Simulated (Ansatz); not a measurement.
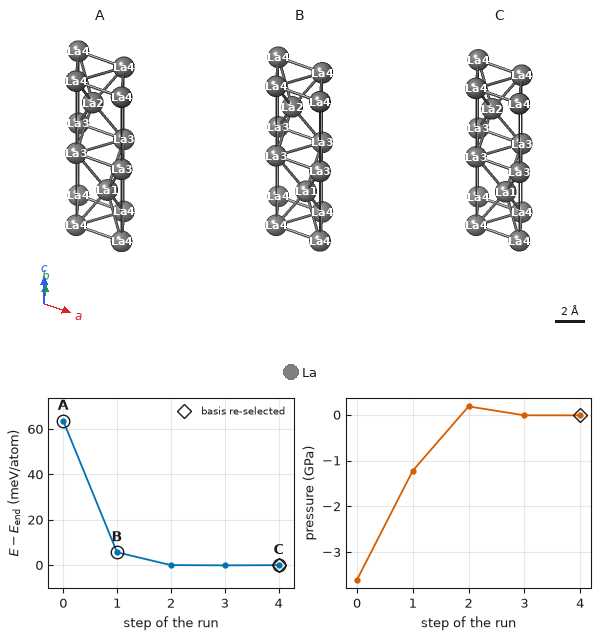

Frames of a relaxation of a crystal of La (set up in P6_3/mmc), marked on the history of the run. Style: ball-and-stick. Shown: the cell of the calculation, from a free direction.

The run lets cell and atoms move.

The calculation used Ansatz 0.2.0, Kohn-Sham DFT of a periodic cell, LDA, Ansatz PAW.

Input
```yaml
crystal:
  lattice:
    - [3.77, 0.0, 0.0]
    - [-1.885, 3.2649157723, 0.0]
    - [0.0, 0.0, 12.159]
  atoms:
    - { symbol: La, position: [0.6666666667, 0.3333333333, 0.25] }
    - { symbol: La, position: [0.3333333333, 0.6666666667, 0.75] }
    - { symbol: La, position: [0.0, 0.0, 0.5] }
    - { symbol: La, position: [0.0, 0.0, 0.0] }
hamiltonian:
  xc: lda
  pseudopotentials: { kind: paw }
kpoints:
  mp_grid: { grid: [8, 8, 3] }
scf:
  occupations: { method: fermi_dirac, width: 0.05 }
output:
  forces: true
  stress: true
  eigenvalues: true
  write_density: true
  write_potential: true
  elf: true
  volumetric_format: npy
relax:
  f_tol: 0.01
  max_steps: 40
  cell: { stress_tol: 0.05 }
```

Command:
```bash
ansatz run input.yaml --threads 2 --pin off --max-ram 5632MiB --backend cpu --events-out ev --progress --plain --runs-dir out
```

> What happens along the run?

No atom moves by more than 0.005 Å relative to the cell. Cell: a = b 3.770 → 3.593 Å (−4.7 %), c 12.159 → 11.544 Å (−5.1 %). Volume −13.8 %. Near-neighbour distances that change, for instance: La1–La3 3.739 → 3.554 Å, La1–La1 3.770 → 3.593 Å. The space group stays P6_3/mmc (No. 194). The energy falls by 63.6 meV per atom in 3 accepted moves (4 points after the start). All forces vanish by symmetry, so only the cell relaxes. The pressure goes from −3.60 to −0.01 GPa. The SCF was repeated once at an unchanged geometry on a basis and grid sized afresh for the cell, which shifted the energy by 0.1 meV per atom at most. From step 0 to 1: volume −9.9 %, energy −57.9 meV per atom. From step 1 to 4: volume −4.2 %, energy −5.7 meV per atom.
